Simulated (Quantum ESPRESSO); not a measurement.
# Run report: Ag, single-point calculation (part 2 of 2)

The same run, continued: Ag (1 atom in the cell); Kohn-Sham DFT of a periodic cell, AM05, PseudoDojo 0.4.1 SR PBE standard, no spin polarisation (Quantum ESPRESSO 7.5); cutoff 1115.67 eV, 11×11×11 k-mesh, fermi-dirac of 0.05 eV. The structure derives from an entry of the Crystallography Open Database. The volume is scaled by 1.02.

Geometry of the input (Å; fractional positions):
```
0.0000  2.0563  2.0563
2.0563  0.0000  2.0563
2.0563  2.0563  0.0000
Ag 0.0000  0.0000  0.0000
```

## Output, continued
```
          k = 0.2571 0.1286-0.1286 (  1468 PWs)   bands (ev):

   -75.0073 -38.5000 -38.4431 -38.4399  10.6839  11.9989  12.3742  12.4722
    13.3143  13.4645  28.2637  33.2188  33.9670  36.6151  38.6216  41.3133

          k = 0.3214 0.1928-0.1928 (  1467 PWs)   bands (ev):

   -75.0031 -38.5390 -38.4489 -38.4473  10.8264  12.1957  12.3925  12.7031
    13.7452  14.3206  24.8072  32.5959  33.4912  35.1446  39.7954  40.7764

          k = 0.3857 0.2571-0.2571 (  1468 PWs)   bands (ev):

   -75.0002 -38.5664 -38.4540 -38.4517  10.7448  12.0737  12.2898  13.2901
    13.9356  16.0395  21.7441  31.9957  33.4129  33.8912  40.1712  40.3176

          k =-0.2571-0.3857 0.3857 (  1470 PWs)   bands (ev):

   -74.9994 -38.5738 -38.4576 -38.4508  10.7184  12.0505  12.2452  13.5168
    13.8982  17.0276  20.4527  31.6180  33.3202  33.9663  39.9651  40.1505

          k =-0.1928-0.3214 0.3214 (  1465 PWs)   bands (ev):

   -75.0010 -38.5588 -38.4570 -38.4463  10.7867  12.1259  12.2882  13.3171
    13.6286  15.4882  22.7033  31.5321  33.5614  35.2530  39.6434  39.6979

          k =-0.1286-0.2571 0.2571 (  1469 PWs)   bands (ev):

   -75.0045 -38.5264 -38.4522 -38.4397  10.8547  12.2203  12.3993  12.6270
    13.2442  14.1526  25.9492  31.7511  34.4907  37.2096  38.5627  39.2414

          k =-0.0643-0.1928 0.1928 (  1470 PWs)   bands (ev):

   -75.0088 -38.4870 -38.4444 -38.4331  10.5052  11.9390  12.4170  12.4576
    12.9709  13.5133  29.4407  32.1600  35.5932  37.6237  38.5648  39.6852

          k =-0.0000-0.1286 0.1286 (  1454 PWs)   bands (ev):

   -75.0125 -38.4539 -38.4353 -38.4286   9.7979  11.9882  12.3166  12.3479
    13.0158  13.2431  32.4261  32.9143  35.5180  37.5531  38.9146  41.7493

          k = 0.2571 0.0000-0.0000 (  1463 PWs)   bands (ev):

   -75.0095 -38.4689 -38.4429 -38.4429  10.3690  11.6862  12.6250  12.6250
    12.8245  13.3765  33.1673  33.1877  33.1877  33.6526  37.8065  42.5510

          k = 0.3214 0.0643-0.0643 (  1467 PWs)   bands (ev):

   -75.0062 -38.4962 -38.4506 -38.4500  10.9054  11.5390  12.5271  12.7856
    13.3387  13.5285  29.8703  32.1323  32.9408  34.2699  36.8553  42.6575

          k = 0.3857 0.1286-0.1286 (  1464 PWs)   bands (ev):

   -75.0024 -38.5286 -38.4592 -38.4568  11.0794  11.7633  12.3565  12.7617
    13.7906  14.5818  26.3607  31.5271  31.7541  33.7307  38.9846  42.3816

          k = 0.4500 0.1928-0.1928 (  1461 PWs)   bands (ev):

   -74.9993 -38.5536 -38.4698 -38.4596  11.0186  11.8949  12.5303  12.6555
    13.9680  16.4281  23.0880  30.3777  31.4956  33.2621  41.7695  42.0988

          k =-0.1928-0.4500 0.4500 (  1479 PWs)   bands (ev):

   -74.9980 -38.5635 -38.4784 -38.4580  11.0279  11.8576  12.5700  12.7981
    13.9097  18.3680  20.6374  29.2751  32.1561  33.0724  41.5426  41.6117

          k =-0.1286-0.3857 0.3857 (  1485 PWs)   bands (ev):

   -74.9988 -38.5560 -38.4814 -38.4526  11.1335  11.9091  12.5562  12.7588
    13.6121  17.2316  22.2095  28.6274  33.3140  33.5209  40.5348  41.3157

          k =-0.0643-0.3214 0.3214 (  1469 PWs)   bands (ev):

   -75.0014 -38.5349 -38.4763 -38.4451  11.3016  11.9779  12.3855  12.6304
    13.1828  15.4856  25.3479  28.4952  34.0810  35.4566  38.8963  41.2538

          k = 0.0000-0.2571 0.2571 (  1482 PWs)   bands (ev):

   -75.0052 -38.5093 -38.4625 -38.4378  11.1804  11.7579  12.3584  12.7534
    12.7874  14.2674  28.6033  28.9885  35.3490  37.2088  37.6533  41.1701

          k = 0.3857 0.0000-0.0000 (  1479 PWs)   bands (ev):

   -75.0037 -38.5095 -38.4593 -38.4593  11.0056  11.2723  13.1442  13.1442
    13.4108  13.5823  30.7223  30.7223  31.4774  33.3846  34.4282  44.6111

          k = 0.4500 0.0643-0.0643 (  1467 PWs)   bands (ev):

   -75.0006 -38.5315 -38.4690 -38.4664  11.0248  11.1735  13.0477  13.2515
    13.7980  14.7820  28.0485  29.6618  29.8575  33.5771  35.5425  44.9099

          k = 0.5143 0.1286-0.1286 (  1477 PWs)   bands (ev):

   -74.9979 -38.5482 -38.4832 -38.4695  10.9862  11.3427  12.8409  13.1622
    13.9955  16.7474  24.8068  27.9777  29.6722  33.4182  38.3476  44.0935

          k =-0.1286-0.5143 0.5143 (  1479 PWs)   bands (ev):

   -74.9964 -38.5521 -38.4994 -38.4678  11.0645  11.5905  12.6205  13.0445
    13.9461  19.1192  21.8906  26.6082  30.2509  33.2829  41.5174  43.3254

          k =-0.0643-0.4500 0.4500 (  1480 PWs)   bands (ev):

   -74.9966 -38.5439 -38.5107 -38.4618  11.2740  11.8351  12.3494  12.9480
    13.6625  19.2140  22.0602  25.6623  31.5472  33.3174  42.3046  42.7735

          k =-0.0000-0.3857 0.3857 (  1472 PWs)   bands (ev):

   -74.9985 -38.5377 -38.5019 -38.4533  11.5335  11.9189  12.1447  12.8519
    13.3158  17.1692  25.0011  25.3802  33.3783  33.6067  40.4568  42.3440

          k = 0.5143 0.0000-0.0000 (  1471 PWs)   bands (ev):

   -74.9983 -38.5462 -38.4744 -38.4744  10.8153  10.9147  13.7032  13.7032
    13.7772  15.4493  27.5447  28.7087  28.7087  33.5589  33.7518  47.2169

          k = 0.5785 0.0643-0.0643 (  1476 PWs)   bands (ev):

   -74.9963 -38.5576 -38.4840 -38.4784  10.7538  10.8777  13.6372  13.6612
    14.0150  17.1144  25.6710  26.7563  28.2750  33.6020  35.1992  45.9631

          k =-0.0643-0.5785 0.5785 (  1473 PWs)   bands (ev):

   -74.9952 -38.5564 -38.5007 -38.4770  10.8283  11.0962  13.2381  13.5274
    14.0113  19.2986  23.7647  24.5980  28.6688  33.4999  38.0852  44.8672

          k =-0.0000-0.5143 0.5143 (  1480 PWs)   bands (ev):

   -74.9953 -38.5418 -38.5201 -38.4709  11.0331  11.4941  12.7072  13.3091
    13.8166  21.4209  21.4439  23.9004  29.8302  33.3852  41.4440  43.8709

          k = 0.6428-0.0000 0.0000 (  1468 PWs)   bands (ev):

   -74.9951 -38.5678 -38.4833 -38.4833  10.5777  10.7114  13.8958  14.0868
    14.0868  17.8549  24.0950  27.5619  27.5619  33.6543  33.7401  46.6121

          k =-0.0000-0.6428 0.6428 (  1484 PWs)   bands (ev):

   -74.9947 -38.5672 -38.4897 -38.4828  10.6256  10.7723  13.8245  13.8712
    14.1039  18.8556  23.4307  26.2023  27.7022  33.6465  35.1463  46.0253

          k = 0.2571 0.1286 0.0000 (  1463 PWs)   bands (ev):

   -75.0083 -38.4840 -38.4482 -38.4375  10.6135  11.7317  12.4242  12.6262
    12.9738  13.5369  30.8199  31.0473  35.3472  35.3759  38.8146  40.6053

          k = 0.3214 0.1928-0.0643 (  1469 PWs)   bands (ev):

   -75.0044 -38.5158 -38.4599 -38.4433  11.1136  11.8477  12.2382  12.7046
    13.2543  14.2568  27.4158  30.4180  33.8034  36.0003  38.9146  40.4628

          k = 0.3857 0.2571-0.1286 (  1462 PWs)   bands (ev):

   -75.0008 -38.5462 -38.4679 -38.4503  11.0623  12.0308  12.4044  12.6653
    13.6542  15.6262  24.0377  30.2129  32.3672  35.2300  39.5337  41.5295

          k =-0.2571-0.3857 0.5143 (  1474 PWs)   bands (ev):

   -74.9987 -38.5644 -38.4716 -38.4552  10.9750  11.9042  12.4793  12.9306
    13.8659  17.5058  21.1636  30.4421  31.2563  34.5221  39.8072  42.1433

          k = 0.3857 0.1286-0.0000 (  1468 PWs)   bands (ev):

   -75.0030 -38.5175 -38.4653 -38.4544  11.2220  11.3715  12.4705  13.1380
    13.4164  14.3300  28.9710  29.2383  31.7581  35.0293  36.5333  42.4078

          k = 0.4500 0.1928-0.0643 (  1473 PWs)   bands (ev):

   -74.9997 -38.5388 -38.4785 -38.4607  11.2061  11.5686  12.3342  13.1294
    13.7090  15.8651  25.6983  28.7668  30.0527  35.1893  38.4471  42.0241

          k =-0.1928-0.4500 0.5785 (  1478 PWs)   bands (ev):

   -74.9974 -38.5521 -38.4894 -38.4648  11.1935  11.7013  12.3631  12.9692
    13.8970  17.9410  22.5747  28.5785  29.0123  34.9429  40.3182  42.7401

          k =-0.1286-0.3857 0.5143 (  1474 PWs)   bands (ev):

   -74.9969 -38.5533 -38.4965 -38.4634  11.2974  11.6941  12.4418  12.8454
    13.8319  19.3746  20.9626  27.5430  29.7553  35.0565  40.2335  44.1943

          k =-0.0643-0.3214 0.4500 (  1476 PWs)   bands (ev):

   -74.9982 -38.5443 -38.4949 -38.4573  11.4653  11.7730  12.1687  12.9272
    13.5560  17.3334  23.6975  26.9813  30.9333  35.7790  39.2983  43.4600

          k = 0.0000-0.2571 0.3857 (  1476 PWs)   bands (ev):

   -75.0010 -38.5308 -38.4811 -38.4495  11.6324  11.6690  12.0049  13.0611
    13.1556  15.5655  26.8759  27.0588  32.3511  37.0926  37.7303  42.0484

          k = 0.5143 0.1286 0.0000 (  1471 PWs)   bands (ev):

   -74.9980 -38.5458 -38.4809 -38.4721  11.0060  11.0529  13.0081  13.6985
    13.7256  16.2311  27.2639  27.5612  27.9084  34.8397  35.6529  44.1706

          k =-0.1286-0.5143 0.6428 (  1479 PWs)   bands (ev):

   -74.9961 -38.5511 -38.4958 -38.4758  11.0154  11.2265  12.7901  13.4734
    13.9641  18.2893  24.4298  26.1767  27.6216  35.0077  38.2043  43.1739

          k =-0.0643-0.4500 0.5785 (  1480 PWs)   bands (ev):

   -74.9954 -38.5436 -38.5142 -38.4734  11.1521  11.5310  12.4786  13.2284
    13.9282  20.7460  21.7344  24.9496  28.3298  35.0695  41.2484  42.3065

          k = 0.0000-0.3857 0.5143 (  1471 PWs)   bands (ev):

   -74.9962 -38.5342 -38.5210 -38.4662  11.4047  11.8332  12.0650  13.0875
    13.7042  19.3476  23.3032  24.4804  29.5230  35.3976  40.6113  44.8359

          k =-0.0643-0.5785 0.7071 (  1468 PWs)   bands (ev):

   -74.9951 -38.5618 -38.4901 -38.4832  10.7542  10.8699  13.4788  13.7731
    14.0863  18.6463  24.1781  26.5485  26.6255  34.7674  35.4904  45.1016

          k =-0.0000-0.5143 0.6428 (  1482 PWs)   bands (ev):

   -74.9948 -38.5542 -38.5038 -38.4814  10.9054  11.1180  13.0487  13.5206
    14.0814  20.2606  23.4442  24.2477  27.1771  34.9976  38.1748  43.6832

          k =-0.1928-0.4500 0.7071 (  1480 PWs)   bands (ev):

   -74.9972 -38.5427 -38.4982 -38.4678  11.4526  11.4548  12.1575  13.3505
    13.6904  17.6558  25.4539  25.6245  28.4507  37.4294  37.8533  42.0480

          k =-0.1286-0.3857 0.6428 (  1478 PWs)   bands (ev):

   -74.9958 -38.5413 -38.5120 -38.4737  11.4301  11.6314  12.0775  13.1525
    13.9156  19.8682  22.5351  25.9383  27.1731  37.2069  39.3316  43.0303

          k =-0.0643-0.4500 0.7071 (  1474 PWs)   bands (ev):

   -74.9950 -38.5455 -38.5084 -38.4828  11.1560  11.3400  12.5097  13.3594
    14.0847  20.2799  24.3488  24.4998  25.5029  37.2001  38.8351  41.9438

          k = 0.0000-0.3857 0.6428 (  1469 PWs)   bands (ev):

   -74.9949 -38.5323 -38.5241 -38.4819  11.2859  11.6844  12.0957  13.1877
    14.0823  22.0935  22.2829  24.0186  25.9086  37.8218  40.2686  41.5957

     the Fermi energy is    17.0623 ev

!    total energy              =    -309.48488913 Ry
     estimated scf accuracy    <          1.4E-12 Ry
     smearing contrib. (-TS)   =      -0.00021149 Ry
     internal energy E=F+TS    =    -309.48467763 Ry

     The total energy is F=E-TS. E is the sum of the following terms:
     one-electron contribution =    -122.34019173 Ry
     hartree contribution      =      71.55601424 Ry
     xc contribution           =     -45.72842063 Ry
     ewald contribution        =    -212.97207951 Ry

     convergence has been achieved in  12 iterations

     Forces acting on atoms (cartesian axes, Ry/au):

     atom    1 type  1   force =     0.00000000    0.00000000    0.00000000

     Total force =     0.000000     Total SCF correction =     0.000000

     Computing stress (Cartesian axis) and pressure

          total   stress  (Ry/bohr**3)                   (kbar)     P=      -47.60
  -0.00032357   0.00000000  -0.00000000          -47.60        0.00       -0.00
   0.00000000  -0.00032357   0.00000000            0.00      -47.60        0.00
  -0.00000000   0.00000000  -0.00032357           -0.00        0.00      -47.60

=------------------------------------------------------------------------------=
   JOB DONE.
=------------------------------------------------------------------------------=
```

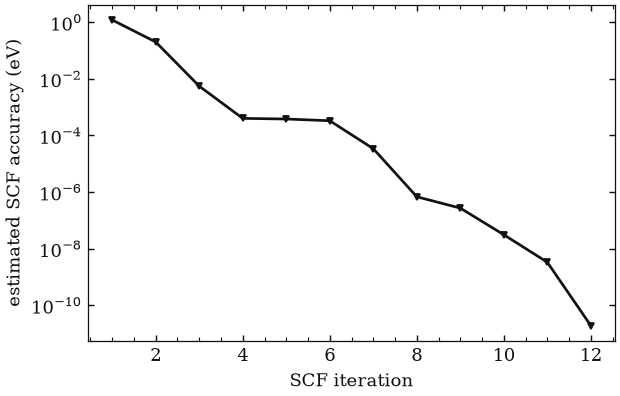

Convergence of the self-consistent field: estimated SCF accuracy against the iteration. The field takes 12 iterations in all.

## Results in brief

| quantity | value |
| --- | --- |
| outcome | converged |
| space group (tolerance 0.01 Å) | Fm-3m (225) |
| electrons treated | 19 |
| free energy | −4210.7564 eV |
| Fermi energy | 17.062 eV |
| gap on the k-point mesh | none (metallic) |
| pressure | −4.76 GPa |
| largest force (length of the vector) | under 0.001 eV/Å |
| wall time | 13 s |
| peak memory | 0.06 GiB |

## Remarks

Further notes kept with the run: potentials made for another functional. Points of doubt noted for this run: potentials made for another functional.
